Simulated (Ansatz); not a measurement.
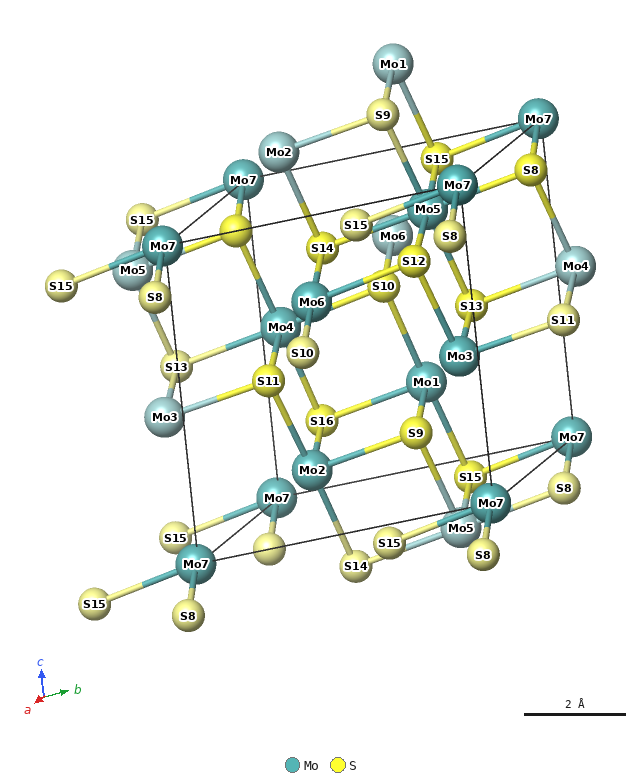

The structure as given in the input (ball-and-stick view of the cell of the calculation, set on other vectors, seen slightly off an axis; neighbours outside the cell are drawn fainter; atoms are numbered from 1 in the order of the input). An atom can appear more than once, as a periodic image.

Geometry relaxation, with input and output: Mo$_{7}$S$_{9}$ (part 1 of 4)

System: Mo$_{7}$S$_{9}$ (P1, 16 atoms in the cell).
Method: DFT PBE+D3(BJ), scalar-relativistic, plane waves, PAW, no spin polarisation (Ansatz 0.2.0).

The structure was built on a prototype by a generator; it need not be a known phase. It belongs to a series of runs on one base structure; here: 5 of 14 S atoms taken out at random. Figures and captions count atoms from 1; the log counts them from 0 in places.

Input file
```yaml
crystal:
  lattice:
    - [1.5667288585, 4.522756641, -5.9589012135]
    - [3.133457717, -3.6182053128, -5.9589012135]
    - [-4.7001865755, -0.9045513282, -5.9589012135]
  atoms:
    - { symbol: Mo, position: [0.4298248832, 0.8557281972, 0.7163863331] }
    - { symbol: Mo, position: [0.7164030343, 0.4334257807, 0.8503776354] }
    - { symbol: Mo, position: [0.1440027462, 0.2840695845, 0.5707420822] }
    - { symbol: Mo, position: [0.8532853843, 0.7150753089, 0.4336768605] }
    - { symbol: Mo, position: [0.2838168026, 0.5745884942, 0.143247567] }
    - { symbol: Mo, position: [0.5735227077, 0.1385112679, 0.2872035292] }
    - { symbol: Mo, position: [0.0069096158, 0.9934428542, 0.9983635385] }
    - { symbol: S, position: [0.957101293, 0.6767241301, 0.1031710152] }
    - { symbol: S, position: [0.3874531311, 0.5332482387, 0.816828287] }
    - { symbol: S, position: [0.5268890902, 0.8170869991, 0.3884806265] }
    - { symbol: S, position: [0.8149418958, 0.3812064492, 0.5398132789] }
    - { symbol: S, position: [0.249887606, 0.2422687432, 0.2432376842] }
    - { symbol: S, position: [0.1821365983, 0.6117053783, 0.4723745909] }
    - { symbol: S, position: [0.6167569491, 0.4751062517, 0.1802588968] }
    - { symbol: S, position: [0.3285919702, 0.8975980753, 0.042256727] }
    - { symbol: S, position: [0.7595968342, 0.7526846569, 0.7530619121] }
  symmetry: { detect: false }
basis:
  ecutwfc: 420
kpoints:
  mp_grid: { grid: [2, 2, 2], shift: [0.5, 0.5, 0.5] }
hamiltonian:
  xc: pbe
  dispersion: d3bj
scf:
  occupations: { method: gaussian, width: 0.1 }
  lower_state_search: "off"
output:
  forces: true
  stress: true
  eigenvalues: true
relax:
  adjacent_minimum: "off"
  f_tol: 0.04
  max_steps: 50
  cell: { stress_tol: 0.3 }
```

Launch command:
```bash
ansatz run input.yaml --threads 4 --pin off --max-ram 9216MiB --backend cpu --events-out ev --progress --plain --runs-dir out
```

Output
```
Engine: ansatz 0.2.0, x86_64-unknown-linux-gnu
Pseudopotentials: kind: paw
Pseudopotential: Mo, paw, valence charge 14, recommended cutoff 420 eV (normal), Mo.paw.azcp
Pseudopotential: S, paw, valence charge 6, recommended cutoff 420 eV (normal), S.paw.azcp
Functional definition: PBE
  parameter kappa = 0.804
  parameter beta = 0.06672455060314922
  exchange = pbe_x(kappa = kappa, mu = beta*pi^2/3)
  correlation = pbe_c(beta = beta)
Crystal: 16 atoms, lattice volume = 354.685 Å³
Basis set: ecut = 420 eV, 6943 PW (Γ), exchange–correlation on 108×108×108 points (8 copies of the dense FFT grid, shifted against one another)
Bands: 92, of which v1, the nominal top of the filled ones, is band 76 counted from 1 (75 counted from 0)
Symmetry: 1 space group operations
k-points: 4 of 8 (time reversal used)
Non-local potential: Mo, projectors of the file, l = 0: 3, l = 1: 2, l = 2: 2, l = 3: 1
Non-local potential: S, projectors of the file, l = 0: 2, l = 1: 2, l = 2: 2
PAW form: soft (Blöchl's): semilocal exchange-correlation on the pseudo side does not see the compensation charge
PAW one-centre angular grid: Mo, 590 points (default); XC on 64 Gauss nodes
PAW one-centre angular grid: S, 110 points (default); XC on 64 Gauss nodes
Initial density: superposition of atomic densities (neutral atoms: chi_scale 0, normalization atom), corrected by the library's trained network
Initial wavefunctions: pseudopotential atomic-orbital guess
Functional: x = pbe(κ = 0.804, μ = 0.2195149727645171), c = pbe(β = 0.06672455060314922)
SCF iter   1: F=—  HF=-42818.968171 eV  |F-HF|=—  |Δ(HF+E_count)|=         —  Δρ=9.20e-3  dr2=3.70e-1  ethr=1.77e-3  ⟨swp⟩=6.0  Hψ=1345  notcnv=0
preconditioner: auto → LDOS  [metal: Δε(μ)=0.050 eV  Ē_g=6.298 eV  σ=0.100 eV  W_gap=0.27  n_scr=76 (ndim 8)  ℏωp=19.3 eV  f_vac=0.101  D(μ)=13.73/eV (n_scr^D=118)  β→1.0]
SCF iter   2: F=—  HF=-42818.949724 eV  |F-HF|=—  |Δ(HF+E_count)|=   1.84e-2  Δρ=4.69e-3  dr2=9.19e-2  ethr=2.44e-4  ⟨swp⟩=2.8  Hψ=729  notcnv=0  defer=29
SCF iter   3: F=—  HF=-42818.933375 eV  |F-HF|=—  |Δ(HF+E_count)|=   1.63e-2  Δρ=1.69e-3  dr2=2.23e-2  ethr=6.05e-5  ⟨swp⟩=2.2  Hψ=649  notcnv=0  defer=29
SCF iter   4: F=—  HF=-42818.931648 eV  |F-HF|=—  |Δ(HF+E_count)|=   1.73e-3  Δρ=6.22e-4  dr2=1.81e-3  ethr=1.47e-5  ⟨swp⟩=2.8  Hψ=530  notcnv=0  defer=29
SCF iter   5: F=—  HF=-42818.931477 eV  |F-HF|=—  |Δ(HF+E_count)|=   1.70e-4  Δρ=2.20e-4  dr2=5.26e-4  ethr=1.19e-6  ⟨swp⟩=3.0  Hψ=652  notcnv=0  defer=29
SCF iter   6: F=—  HF=-42818.931464 eV  |F-HF|=—  |Δ(HF+E_count)|=   1.31e-5  Δρ=5.52e-5  dr2=1.61e-5  ethr=3.46e-7  ⟨swp⟩=1.8  Hψ=351  notcnv=0  defer=29
SCF iter   7: F=—  HF=-42818.931293 eV  |F-HF|=—  |Δ(HF+E_count)|=   1.71e-4  Δρ=2.40e-5  dr2=5.78e-6  ethr=1.06e-8  ⟨swp⟩=2.0  Hψ=523  notcnv=0
SCF iter   8: F=—  HF=-42818.931293 eV  |F-HF|=—  |Δ(HF+E_count)|=   2.25e-9  Δρ=7.88e-6  dr2=3.94e-7  ethr=3.80e-9  ⟨swp⟩=1.0  Hψ=338  notcnv=0
SCF iter   9: F=-42818.931293 eV  HF=-42818.931293 eV  |F-HF|=1.49e-8  |Δ(HF+E_count)|=   3.86e-8  Δρ=2.16e-6  dr2=2.47e-8  ethr=6.58e-11  ⟨swp⟩=9.5  Hψ=1465  notcnv=0
WARN: dispersion: an atom stands within reach of a switch of its C6 between two reference coordination numbers of its element: through that C6 alone, e_disp changes by 0.025 eV or more while the distances to its neighbours run over a stretch of 0.05 Å that contains this geometry (sites counted from 0 in the run's list of atoms or, in a supercell that it derives, in that cell's: here a list of 16) — site 6 (Mo): coordination number 6.361 (about 5.99 to 6.73 with every neighbour 0.05 Å farther or nearer), switch near 6.499 between the references 1.942 (weight 1.00) and 11.056 (weight 0.00), e_disp changing by some 0.17 eV. This is how the published method behaves, and the energy and the forces stay consistent. Where you compare this geometry's total energy with another's, compare their components.e_disp too, and, where the geometries are yours to choose, keep both on one side of the switch, which a site's coordination number tells: a relaxation that ends in reach of it can search the other side under relax.adjacent_minimum: search, except where no move that the cell, the constraints and the symmetry allow carries the atom there
SCF 1 converged in 9 iterations: F = -42818.931293 eV  dr2 = 2.47e-8
  greatest PAW one-centre occupation: 0.998 electrons in one spin orbital (limit 2), on the Mo atom at site 1 (counted from 0), in its partial waves of l = 0
relax step   1: F+E_penalty+E_count = -42818.93129286 eV  Δ(F+E_penalty+E_count) = +0.000e0 eV  max|allowed force component| = 1.562e0 eV/Å  Δτ_max = 0.0000 Å  P = -7.593 GPa  Ω = 354.685 Å³  (9 SCF iters, dr2 threshold 1.00e-7 eV, accepted)
Crystal: 16 atoms, lattice volume = 327.366 Å³
Basis set: ecut = 420 eV, 6425 PW (Γ), exchange–correlation on 108×108×108 points (8 copies of the dense FFT grid, shifted against one another)
Initial density: handed on by an earlier stage of this run
Initial wavefunctions: those handed on with the density
iter 1 solved again at ethr=4.36e-4 eV; its pass at ethr=3.10e-3 eV (dr2=6.62e-1 eV) is discarded
SCF iter   1: F=—  HF=-42820.855540 eV  |F-HF|=—  |Δ(HF+E_count)|=         —  Δρ=9.10e-3  dr2=6.62e-1  ethr=4.36e-4  ⟨swp⟩=1.0  Hψ=2021  notcnv=0
preconditioner: auto → LDOS  [metal: Δε(μ)=0.063 eV  Ē_g=6.604 eV  σ=0.100 eV  W_gap=0.33  n_scr=64 (ndim 8)  ℏωp=20.1 eV  f_vac=0.087  D(μ)=13.72/eV (n_scr^D=116)  β→1.0]
SCF iter   2: F=—  HF=-42820.805682 eV  |F-HF|=—  |Δ(HF+E_count)|=   4.99e-2  Δρ=6.23e-3  dr2=2.65e-1  ethr=4.35e-4  ⟨swp⟩=3.2  Hψ=616  notcnv=0
SCF iter   3: F=—  HF=-42820.750778 eV  |F-HF|=—  |Δ(HF+E_count)|=   5.49e-2  Δρ=1.46e-3  dr2=1.76e-2  ethr=1.75e-4  ⟨swp⟩=2.0  Hψ=596  notcnv=0
SCF iter   4: F=—  HF=-42820.748171 eV  |F-HF|=—  |Δ(HF+E_count)|=   2.61e-3  Δρ=4.42e-4  dr2=1.56e-3  ethr=1.16e-5  ⟨swp⟩=2.0  Hψ=560  notcnv=0
SCF iter   5: F=—  HF=-42820.747834 eV  |F-HF|=—  |Δ(HF+E_count)|=   3.37e-4  Δρ=1.50e-4  dr2=9.66e-5  ethr=1.03e-6  ⟨swp⟩=2.0  Hψ=509  notcnv=0
SCF iter   6: F=—  HF=-42820.747855 eV  |F-HF|=—  |Δ(HF+E_count)|=   2.13e-5  Δρ=6.57e-5  dr2=3.40e-5  ethr=6.36e-8  ⟨swp⟩=2.0  Hψ=532  notcnv=0
SCF iter   7: F=—  HF=-42820.747857 eV  |F-HF|=—  |Δ(HF+E_count)|=   1.65e-6  Δρ=1.96e-5  dr2=2.19e-6  ethr=2.24e-8  ⟨swp⟩=2.0  Hψ=480  notcnv=0
SCF iter   8: F=-42820.747858 eV  HF=-42820.747858 eV  |F-HF|=1.28e-7  |Δ(HF+E_count)|=   5.01e-7  Δρ=6.84e-6  dr2=2.41e-7  ethr=1.05e-9  ⟨swp⟩=6.0  Hψ=1381  notcnv=0
SCF 2 converged in 8 iterations: F = -42820.747858 eV  dr2 = 2.41e-7
  greatest PAW one-centre occupation: 0.998 electrons in one spin orbital (limit 2), on the Mo atom at site 2 (counted from 0), in its partial waves of l = 0
relax step   2: F+E_penalty+E_count = -42820.74785751 eV  Δ(F+E_penalty+E_count) = -1.817e0 eV  max|allowed force component| = 8.811e-1 eV/Å  Δτ_max = 0.1191 Å  P = -1.621 GPa  Ω = 327.366 Å³  energy of the carried Pulay correction = +3.024e-3 eV  (8 SCF iters, dr2 threshold 1.60e-6 eV, accepted)
[... from here on the SCF iterations and repeated set-up lines of each step are left out, up to the last step ...]
SCF 3 converged in 8 iterations: F = -42821.462375 eV  dr2 = 2.49e-7
relax step   3: F+E_penalty+E_count = -42821.46237527 eV  Δ(F+E_penalty+E_count) = -7.145e-1 eV  max|allowed force component| = 6.108e-1 eV/Å  Δτ_max = 0.1942 Å  P = +2.683 GPa  Ω = 313.246 Å³  energy of the carried Pulay correction = +4.685e-3 eV  (8 SCF iters, dr2 threshold 1.60e-6 eV, accepted)
SCF 4 converged in 7 iterations: F = -42821.709589 eV  dr2 = 7.47e-7
relax step   4: F+E_penalty+E_count = -42821.70958918 eV  Δ(F+E_penalty+E_count) = -2.472e-1 eV  max|allowed force component| = 3.489e-1 eV/Å  Δτ_max = 0.1067 Å  P = +0.117 GPa  Ω = 319.723 Å³  energy of the carried Pulay correction = +3.915e-3 eV  (7 SCF iters, dr2 threshold 1.60e-6 eV, accepted)
SCF 5 converged in 8 iterations: F = -42821.917925 eV  dr2 = 6.67e-7
relax step   5: F+E_penalty+E_count = -42821.91792457 eV  Δ(F+E_penalty+E_count) = -2.083e-1 eV  max|allowed force component| = 3.792e-1 eV/Å  Δτ_max = 0.1947 Å  P = -0.910 GPa  Ω = 321.783 Å³  energy of the carried Pulay correction = +3.673e-3 eV  (8 SCF iters, dr2 threshold 1.60e-6 eV, accepted)
SCF 6 converged in 8 iterations: F = -42822.102974 eV  dr2 = 5.53e-7
relax step   6: F+E_penalty+E_count = -42822.10297429 eV  Δ(F+E_penalty+E_count) = -1.850e-1 eV  max|allowed force component| = 5.126e-1 eV/Å  Δτ_max = 0.1948 Å  P = -1.056 GPa  Ω = 320.513 Å³  energy of the carried Pulay correction = +3.822e-3 eV  (8 SCF iters, dr2 threshold 1.60e-6 eV, accepted)
SCF 7 converged in 8 iterations: F = -42822.473107 eV  dr2 = 2.68e-7
relax step   7: F+E_penalty+E_count = -42822.47310729 eV  Δ(F+E_penalty+E_count) = -3.701e-1 eV  max|allowed force component| = 6.524e-1 eV/Å  Δτ_max = 0.1951 Å  P = -0.285 GPa  Ω = 317.517 Å³  energy of the carried Pulay correction = +4.175e-3 eV  (8 SCF iters, dr2 threshold 1.60e-6 eV, accepted)
SCF 8 converged in 8 iterations: F = -42822.682517 eV  dr2 = 6.65e-7
relax step   8: F+E_penalty+E_count = -42822.68251679 eV  Δ(F+E_penalty+E_count) = -2.094e-1 eV  max|allowed force component| = 7.927e-1 eV/Å  Δτ_max = 0.1972 Å  P = +0.370 GPa  Ω = 315.827 Å³  energy of the carried Pulay correction = +4.376e-3 eV  (8 SCF iters, dr2 threshold 1.60e-6 eV, accepted)
SCF 9 converged in 8 iterations: F = -42822.738480 eV  dr2 = 5.53e-7
relax step   9: F+E_penalty+E_count = -42822.73848013 eV  Δ(F+E_penalty+E_count) = -5.596e-2 eV  max|allowed force component| = 9.709e-1 eV/Å  Δτ_max = 0.1917 Å  P = +0.773 GPa  Ω = 317.233 Å³  energy of the carried Pulay correction = +4.209e-3 eV  (8 SCF iters, dr2 threshold 1.60e-6 eV, accepted)
SCF 10 converged in 8 iterations: F = -42822.845158 eV  dr2 = 1.07e-6
relax step  10: F+E_penalty+E_count = -42822.84515838 eV  Δ(F+E_penalty+E_count) = -1.067e-1 eV  max|allowed force component| = 5.212e-1 eV/Å  Δτ_max = 0.2000 Å  P = -0.131 GPa  Ω = 318.771 Å³  energy of the carried Pulay correction = +4.027e-3 eV  (8 SCF iters, dr2 threshold 1.60e-6 eV, accepted)
SCF 11 converged in 7 iterations: F = -42822.942084 eV  dr2 = 3.86e-7
relax step  11: F+E_penalty+E_count = -42822.94208397 eV  Δ(F+E_penalty+E_count) = -9.693e-2 eV  max|allowed force component| = 1.479e-1 eV/Å  Δτ_max = 0.1005 Å  P = -0.123 GPa  Ω = 318.202 Å³  energy of the carried Pulay correction = +4.094e-3 eV  (7 SCF iters, dr2 threshold 1.60e-6 eV, accepted)
SCF 12 converged in 6 iterations: F = -42822.958661 eV  dr2 = 5.66e-7
relax step  12: F+E_penalty+E_count = -42822.95866061 eV  Δ(F+E_penalty+E_count) = -1.658e-2 eV  max|allowed force component| = 9.259e-2 eV/Å  Δτ_max = 0.0444 Å  P = +0.041 GPa  Ω = 317.510 Å³  energy of the carried Pulay correction = +4.176e-3 eV  (6 SCF iters, dr2 threshold 1.37e-6 eV, accepted)
SCF 13 converged in 7 iterations: F = -42822.965934 eV  dr2 = 5.17e-8
relax step  13: F+E_penalty+E_count = -42822.96593369 eV  Δ(F+E_penalty+E_count) = -7.273e-3 eV  max|allowed force component| = 8.075e-2 eV/Å  Δτ_max = 0.0412 Å  P = +0.016 GPa  Ω = 317.761 Å³  energy of the carried Pulay correction = +4.146e-3 eV  (7 SCF iters, dr2 threshold 5.36e-7 eV, accepted)
SCF 14 converged in 7 iterations: F = -42822.972734 eV  dr2 = 2.85e-8
relax step  14: F+E_penalty+E_count = -42822.97273440 eV  Δ(F+E_penalty+E_count) = -6.801e-3 eV  max|allowed force component| = 7.822e-2 eV/Å  Δτ_max = 0.0271 Å  P = +0.029 GPa  Ω = 317.494 Å³  energy of the carried Pulay correction = +4.178e-3 eV  (7 SCF iters, dr2 threshold 4.08e-7 eV, accepted)
SCF 15 converged in 8 iterations: F = -42822.989575 eV  dr2 = 2.87e-7
relax step  15: F+E_penalty+E_count = -42822.98957495 eV  Δ(F+E_penalty+E_count) = -1.684e-2 eV  max|allowed force component| = 2.035e-1 eV/Å  Δτ_max = 0.1193 Å  P = +0.053 GPa  Ω = 316.564 Å³  energy of the carried Pulay correction = +4.288e-3 eV  (8 SCF iters, dr2 threshold 3.82e-7 eV, accepted)
SCF 16 converged in 7 iterations: F = -42823.002242 eV  dr2 = 4.09e-7
relax step  16: F+E_penalty+E_count = -42823.00224172 eV  Δ(F+E_penalty+E_count) = -1.267e-2 eV  max|allowed force component| = 1.872e-1 eV/Å  Δτ_max = 0.0430 Å  P = +0.034 GPa  Ω = 315.916 Å³  energy of the carried Pulay correction = +4.366e-3 eV  (7 SCF iters, dr2 threshold 1.60e-6 eV, accepted)
SCF 17 converged in 10 iterations: F = -42823.035095 eV  dr2 = 8.72e-7
relax step  17: F+E_penalty+E_count = -42823.03509544 eV  Δ(F+E_penalty+E_count) = -3.285e-2 eV  max|allowed force component| = 1.473e-1 eV/Å  Δτ_max = 0.1153 Å  P = -0.129 GPa  Ω = 313.243 Å³  energy of the carried Pulay correction = +4.685e-3 eV  (10 SCF iters, dr2 threshold 1.60e-6 eV, accepted)
SCF 18 converged in 11 iterations: F = -42823.075874 eV  dr2 = 7.97e-7
relax step  18: F+E_penalty+E_count = -42823.07587413 eV  Δ(F+E_penalty+E_count) = -4.078e-2 eV  max|allowed force component| = 3.372e-1 eV/Å  Δτ_max = 0.1263 Å  P = -0.120 GPa  Ω = 309.478 Å³  energy of the carried Pulay correction = +5.140e-3 eV  (11 SCF iters, dr2 threshold 1.36e-6 eV, accepted)
SCF 19 converged in 11 iterations: F = -42823.154961 eV  dr2 = 1.54e-6
relax step  19: F+E_penalty+E_count = -42823.15496107 eV  Δ(F+E_penalty+E_count) = -7.909e-2 eV  max|allowed force component| = 5.446e-1 eV/Å  Δτ_max = 0.1946 Å  P = -0.078 GPa  Ω = 304.317 Å³  energy of the carried Pulay correction = +5.772e-3 eV  (11 SCF iters, dr2 threshold 1.60e-6 eV, accepted)
SCF 20 converged in 7 iterations: F = -42822.754346 eV  dr2 = 9.32e-7
relax step  20: F+E_penalty+E_count = -42822.75434573 eV  Δ(F+E_penalty+E_count) = +4.006e-1 eV  max|allowed force component| = 1.727e0 eV/Å  Δτ_max = 0.1960 Å  P = +1.102 GPa  Ω = 304.533 Å³  energy of the carried Pulay correction = +5.745e-3 eV  (7 SCF iters, dr2 threshold 1.60e-6 eV, rejected (line search))
SCF 21 converged in 16 iterations: F = -42823.228835 eV  dr2 = 3.74e-9
relax step  21: F+E_penalty+E_count = -42823.22883494 eV  Δ(F+E_penalty+E_count) = -7.387e-2 eV  max|allowed force component| = 3.146e-1 eV/Å  Δτ_max = 0.0940 Å  P = -0.253 GPa  Ω = 304.778 Å³  energy of the carried Pulay correction = +5.715e-3 eV  (16 SCF iters, accepted)
SCF 22 converged in 10 iterations: F = -42823.252190 eV  dr2 = 1.26e-6
relax step  22: F+E_penalty+E_count = -42823.25219012 eV  Δ(F+E_penalty+E_count) = -2.336e-2 eV  max|allowed force component| = 2.026e-1 eV/Å  Δτ_max = 0.1000 Å  P = -0.040 GPa  Ω = 300.357 Å³  energy of the carried Pulay correction = +6.263e-3 eV  (10 SCF iters, dr2 threshold 1.60e-6 eV, accepted)
SCF 23 converged in 8 iterations: F = -42823.268205 eV  dr2 = 1.59e-6
relax step  23: F+E_penalty+E_count = -42823.26820543 eV  Δ(F+E_penalty+E_count) = -1.602e-2 eV  max|allowed force component| = 8.506e-2 eV/Å  Δτ_max = 0.0351 Å  P = -0.090 GPa  Ω = 299.689 Å³  energy of the carried Pulay correction = +6.347e-3 eV  (8 SCF iters, dr2 threshold 1.60e-6 eV, accepted)
SCF 24 converged in 9 iterations: F = -42823.274504 eV  dr2 = 2.91e-7
relax step  24: F+E_penalty+E_count = -42823.27450407 eV  Δ(F+E_penalty+E_count) = -6.299e-3 eV  max|allowed force component| = 7.098e-2 eV/Å  Δτ_max = 0.0233 Å  P = +0.046 GPa  Ω = 299.123 Å³  energy of the carried Pulay correction = +6.418e-3 eV  (9 SCF iters, dr2 threshold 4.52e-7 eV, accepted)
SCF 25 converged in 11 iterations: F = -42823.283892 eV  dr2 = 1.37e-7
relax step  25: F+E_penalty+E_count = -42823.28389229 eV  Δ(F+E_penalty+E_count) = -9.388e-3 eV  max|allowed force component| = 8.302e-2 eV/Å  Δτ_max = 0.0869 Å  P = +0.031 GPa  Ω = 297.444 Å³  energy of the carried Pulay correction = +6.629e-3 eV  (11 SCF iters, dr2 threshold 3.15e-7 eV, accepted)
SCF 26 converged in 8 iterations: F = -42823.299091 eV  dr2 = 6.03e-8
relax step  26: F+E_penalty+E_count = -42823.29909072 eV  Δ(F+E_penalty+E_count) = -1.520e-2 eV  max|allowed force component| = 1.815e-1 eV/Å  Δτ_max = 0.1935 Å  P = +0.207 GPa  Ω = 293.485 Å³  energy of the carried Pulay correction = +7.131e-3 eV  (8 SCF iters, dr2 threshold 4.31e-7 eV, accepted)
SCF 27 converged in 8 iterations: F = -42823.311315 eV  dr2 = 2.06e-7
relax step  27: F+E_penalty+E_count = -42823.31131512 eV  Δ(F+E_penalty+E_count) = -1.222e-2 eV  max|allowed force component| = 3.299e-1 eV/Å  Δτ_max = 0.1948 Å  P = +0.271 GPa  Ω = 290.647 Å³  energy of the carried Pulay correction = +7.494e-3 eV  (8 SCF iters, dr2 threshold 1.60e-6 eV, accepted)
SCF 28 converged in 7 iterations: F = -42823.348800 eV  dr2 = 7.42e-7
```
